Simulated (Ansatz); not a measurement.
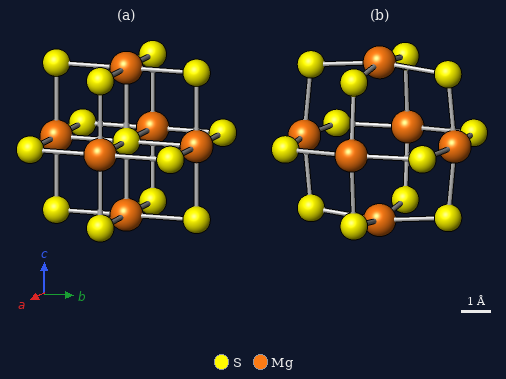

Left: perfect MgS. Right: the same region with one point defect, after relaxing the atoms in a supercell of 64 sites. Style: ball-and-stick. Shown: the atoms within 3.8 Å of one point, slightly off an axis.

Level of theory: DFT, PBEsol, PAW, plane waves (Ansatz 0.2.0). Settings: plane-wave cutoff 420 eV; k-point mesh 1 × 1 × 1; mesh shifted by (0.25, 0.25, 0.25); no spin polarisation. Fermi-Dirac smearing of 0.01 eV. A uniform background neutralises the charged cell. The axes drawn are those of the host's conventional cell.

Which defect is it?

Answer. A sulfur atom is taken out (a vacancy).

The charge state of the cell is +2.

How does the lattice respond?

Answer. Around the empty S site the host had 6 Mg at 2.59 Å; after relaxation the nearest atoms are 6 Mg at 2.78 Å. Of the host's atoms, a magnesium atom moves furthest from its site, by 0.19 Å.

Limits of the set-up: the cell is charged, on a uniform background, and energies carry no finite-size correction.
